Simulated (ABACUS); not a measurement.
AlN: converge calculation (part 1 of 2)

- system: AlN (2 atoms in the cell)
- method: Kohn-Sham DFT of a periodic cell, PBE, PseudoDojo NC SR 0.5 PBE standard, no spin polarisation (ABACUS 3.10.1)

The structure derives from a Materials Project entry. It belongs to a series of runs on one base structure; here: ecutwfc = 46.

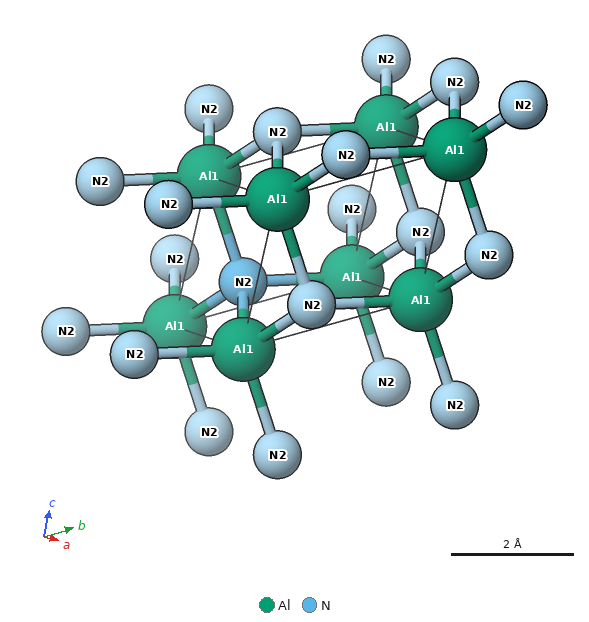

*The input geometry (ball-and-stick view of the cell of the calculation, seen slightly off an axis; neighbours outside the cell are drawn fainter; atoms are numbered from 1 in the order of the input).*

Near neighbours in the crystal (not all of them lie inside the picture): Al has 4 N at 1.87 to 1.91 Å; N has 4 Al at 1.87 to 1.91 Å.

## Input file
```
INPUT_PARAMETERS
suffix              AlN
calculation         scf
basis_type          pw
pseudo_dir          ./
symmetry            1
dft_functional      pbe
ecutwfc             46
pseudo_rcut         7
nspin               1
nbands              8
ks_solver           dav
smearing_method     mp
smearing_sigma      0.00734986
scf_thr             1e-08
scf_nmax            100
mixing_type         broyden
mixing_beta         0.7
cal_force           1
cal_stress          1
kpar                4
```

## File STRU
```
ATOMIC_SPECIES
Al 26.9815 Al.upf
N 14.0070 N.upf

LATTICE_CONSTANT
1.8897261246

LATTICE_VECTORS
0.0000000000 2.1839935596 2.1839935596
2.1839935596 0.0000000000 2.1839935596
2.1839935596 2.1839935596 0.0000000000

ATOMIC_POSITIONS
Direct

Al
0.0
1
0.0015980000 0.0079720000 -0.0038830000 1 1 1

N
0.0
1
0.2477660000 0.2494170000 0.2512300000 1 1 1
```

## File KPT
```
K_POINTS
0
Gamma
6 6 6 0 0 0
```

Hardware: 4 threads of AMD EPYC (Zen 3), 24 GiB of memory available, shared host.

Command:
```bash
OMP_NUM_THREADS=1 mpirun -np 4 abacus > log
```

## What the program printed
```
ABACUS v3.10.1

               Atomic-orbital Based Ab-initio Computation at UStc

 ------------------------------------------------------------------------------------

 READING GENERAL INFORMATION
                           global_out_dir = OUT.AlN/
                           global_in_card = INPUT
                               pseudo_dir = ./
                              orbital_dir =
                                    DSIZE = 4
                                    GSIZE = 1

 READING UNITCELL INFORMATION
                                    ntype = 2
                  lattice constant (Bohr) = 1.88973
              lattice constant (Angstrom) = 1

 READING ATOM TYPE 1
                               atom label = Al
                      L=0, number of zeta = 1
                      L=1, number of zeta = 1
                      L=2, number of zeta = 1
             number of atom for this type = 1

 READING ATOM TYPE 2
                               atom label = N
                      L=0, number of zeta = 1
                      L=1, number of zeta = 1
                      L=2, number of zeta = 1
             number of atom for this type = 1

                        TOTAL ATOM NUMBER = 2
DIRECT COORDINATES
    atom                   x                   y                   z     mag                  vx                  vy                  vz
taud_Al1            0.0015980000        0.0079720000        0.9961170000  0.0000        0.0000000000        0.0000000000        0.0000000000
taud_N1            0.2477660000        0.2494170000        0.2512300000  0.0000        0.0000000000        0.0000000000        0.0000000000

                          Volume (Bohr^3) = 140.598
                             Volume (A^3) = 20.8345

 Lattice vectors: (Cartesian coordinate: in unit of a_0)
                   +0            +2.18399            +2.18399
             +2.18399                  +0            +2.18399
             +2.18399            +2.18399                  +0
 Reciprocal vectors: (Cartesian coordinate: in unit of 2 pi/a_0)
            -0.228938           +0.228938           +0.228938
            +0.228938           -0.228938           +0.228938
            +0.228938           +0.228938           -0.228938
 The esolver type has been set to : ksdft_pw

                PAO radial cut off (Bohr) = 7

 Read in pseudopotential file is Al.upf
                     pseudopotential type = NC
          exchange-correlation functional = PBE
                 nonlocal core correction = 1
                        valence electrons = 3
                                     lmax = 2
                           number of zeta = 2
                     number of projectors = 6
                           L of projector = 0
                           L of projector = 0
                           L of projector = 1
                           L of projector = 1
                           L of projector = 2
                           L of projector = 2
                PAO radial cut off (Bohr) = 7

 Read in pseudopotential file is N.upf
                     pseudopotential type = NC
          exchange-correlation functional = PBE
                 nonlocal core correction = 1
                        valence electrons = 5
                                     lmax = 1
                           number of zeta = 2
                     number of projectors = 4
                           L of projector = 0
                           L of projector = 0
                           L of projector = 1
                           L of projector = 1
     initial pseudo atomic orbital number = 8

 SETUP THE ELECTRONS NUMBER
            electron number of element Al = 3
      total electron number of element Al = 3
             electron number of element N = 5
       total electron number of element N = 5
            AUTOSET number of electrons:  = 8
                           occupied bands = 4
                                   NBANDS = 8
                                   NLOCAL = 18

 SETUP THE PLANE WAVE BASIS
 energy cutoff for charge/potential (unit:Ry) = 184
            fft grid for charge/potential = [ 25, 25, 25 ]
                        fft grid division = [ 1, 1, 1 ]
        big fft grid for charge/potential = [ 25, 25, 25 ]
                                     nbxx = 15625
                                     nrxx = 15625

 SETUP PLANE WAVES FOR CHARGE/POTENTIAL
                    number of plane waves = 5961
                         number of sticks = 433

 PARALLEL PW FOR CHARGE/POTENTIAL
     PROC   COLUMNS(POT)             PW
        1            433           5961
 --------------- sum -------------------
        1            433           5961
                            number of |g| = 108
                                  max |g| = 16.51
                                  min |g| = 0

----------- Double Check Mixing Parameters Begin ------------
mixing_type: broyden
mixing_beta: 0.7
mixing_gg0: 1
mixing_gg0_min: 0.1
mixing_ndim: 8
----------- Double Check Mixing Parameters End ------------

 LATTICE VECTORS: (CARTESIAN COORDINATE: IN UNIT OF A0)
                   +0            +2.18399            +2.18399
             +2.18399                  +0            +2.18399
             +2.18399            +2.18399                  +0
                       right hand lattice = 1
                                   NORM_A = 3.08863
                                   NORM_B = 3.08863
                                   NORM_C = 3.08863
                           ALPHA (DEGREE) = 60
                           BETA  (DEGREE) = 60
                           GAMMA (DEGREE) = 60

 The lattice vectors have been changed (STRU_SIMPLE.cif)

(for optimal symmetric configuration:)
                             BRAVAIS TYPE = 3
                     BRAVAIS LATTICE NAME = 03. Cubic F (face-centered)
                                    ibrav = 3
                                    IBRAV = 3
                                  BRAVAIS = FACE CENTERED CUBIC
                       LATTICE CONSTANT A = 4.36799
Original cell was already a primitive cell.
                        ROTATION MATRICES = 48
              PURE POINT GROUP OPERATIONS = 1
                   SPACE GROUP OPERATIONS = 1
                              POINT GROUP = C_1
               POINT GROUP IN SPACE GROUP = C_1

 SETUP K-POINTS
                                    nspin = 1
                   Input type of k points = Monkhorst-Pack(Gamma)
                                   nkstot = 216
                       right hand lattice = 1
(for reciprocal lattice: )
                             BRAVAIS TYPE = 2
                     BRAVAIS LATTICE NAME = 02. Cubic I (body-centered)
                                    ibrav = 2
                       right hand lattice = 1
(for k-lattice: )
                             BRAVAIS TYPE = 2
                     BRAVAIS LATTICE NAME = 02. Cubic I (body-centered)
                                    ibrav = 2
                       right hand lattice = 1
                        ROTATION MATRICES = 48
                               nkstot_ibz = 112
K-POINTS REDUCTION ACCORDING TO SYMMETRY
     IBZ    DIRECT_X    DIRECT_Y    DIRECT_Z  WEIGHT  ibz2bz
       1  0.00000000  0.00000000  0.00000000  0.0046       0
       2  0.16666667  0.00000000  0.00000000  0.0093       1
       3  0.33333333  0.00000000  0.00000000  0.0093       2
       4  0.50000000  0.00000000  0.00000000  0.0046       3
       5  0.00000000  0.16666667  0.00000000  0.0093       6
       6  0.16666667  0.16666667  0.00000000  0.0093       7
       7  0.33333333  0.16666667  0.00000000  0.0093       8
       8  0.50000000  0.16666667  0.00000000  0.0093       9
       9  0.33333333 -0.16666667  0.00000000  0.0093      10
      10 -0.16666667  0.16666667  0.00000000  0.0093      11
      11  0.00000000  0.33333333  0.00000000  0.0093      12
      12  0.16666667  0.33333333  0.00000000  0.0093      13
      13  0.33333333  0.33333333  0.00000000  0.0093      14
      14  0.50000000  0.33333333  0.00000000  0.0093      15
      15 -0.33333333  0.33333333  0.00000000  0.0093      16
      16 -0.16666667  0.33333333  0.00000000  0.0093      17
      17  0.00000000  0.50000000  0.00000000  0.0046      18
      18  0.16666667  0.50000000  0.00000000  0.0093      19
      19  0.33333333  0.50000000  0.00000000  0.0093      20
      20  0.50000000  0.50000000  0.00000000  0.0046      21
      21  0.00000000  0.00000000  0.16666667  0.0093      36
      22  0.16666667  0.00000000  0.16666667  0.0093      37
      23  0.33333333  0.00000000  0.16666667  0.0093      38
      24  0.50000000  0.00000000  0.16666667  0.0093      39
      25  0.33333333  0.00000000 -0.16666667  0.0093      40
      26 -0.16666667  0.00000000  0.16666667  0.0093      41
      27  0.00000000  0.16666667  0.16666667  0.0093      42
      28  0.16666667  0.16666667  0.16666667  0.0093      43
      29  0.33333333  0.16666667  0.16666667  0.0093      44
      30  0.50000000  0.16666667  0.16666667  0.0093      45
[... 82 further k points ...]

                               nkstot now = 112
[... K-POINTS DIRECT COORDINATES: 112 rows ...]

           k-point number in this process = 28
       minimum distributed K point number = 28
[... stars of the k points ...]

[... K-POINTS CARTESIAN COORDINATES: 28 rows ...]

[... K-POINTS DIRECT COORDINATES: 28 rows ...]

 SETUP PLANE WAVES FOR WAVE FUNCTIONS
     energy cutoff for wavefunc (unit:Ry) = 46
              fft grid for wave functions = [ 25, 25, 25 ]
                    number of plane waves = 965
                         number of sticks = 127

 PARALLEL PW FOR WAVE FUNCTIONS
     PROC   COLUMNS(POT)             PW
        1            127            965
 --------------- sum -------------------
        1            127            965

 SETUP NONLOCAL PSEUDOPOTENTIALS IN PLANE WAVE BASIS
 Al non-local projectors:
 projector 1 L=0
 projector 2 L=0
 projector 3 L=1
 projector 4 L=1
 projector 5 L=2
 projector 6 L=2
 N non-local projectors:
 projector 1 L=0
 projector 2 L=0
 projector 3 L=1
 projector 4 L=1
      TOTAL NUMBER OF NONLOCAL PROJECTORS = 26

 Init Non-Local PseudoPotential table :
 Init Non-Local-Pseudopotential done.

                                     npwx = 754

 Make real space PAO into reciprocal space.
       max mesh points in Pseudopotential = 701
     dq(describe PAO in reciprocal space) = 0.01
                                    max q = 818

 number of pseudo atomic orbitals for Al is 2
WARNING: norm of atomic wavefunction # 1 of atomic type Al is 0.999207, renormalized
WARNING: norm of atomic wavefunction # 2 of atomic type Al is 0.984433, renormalized

 number of pseudo atomic orbitals for N is 2
WARNING: norm of atomic wavefunction # 2 of atomic type N is 0.9999, renormalized

 -------------------------------------------
 SELF-CONSISTENT
 -------------------------------------------
                                 init_chg = atomic

 PW ALGORITHM --------------- ION=   1  ELEC=   1--------------------------------

 Density error is 0.538944929864
                          Error Threshold = 0.01
```
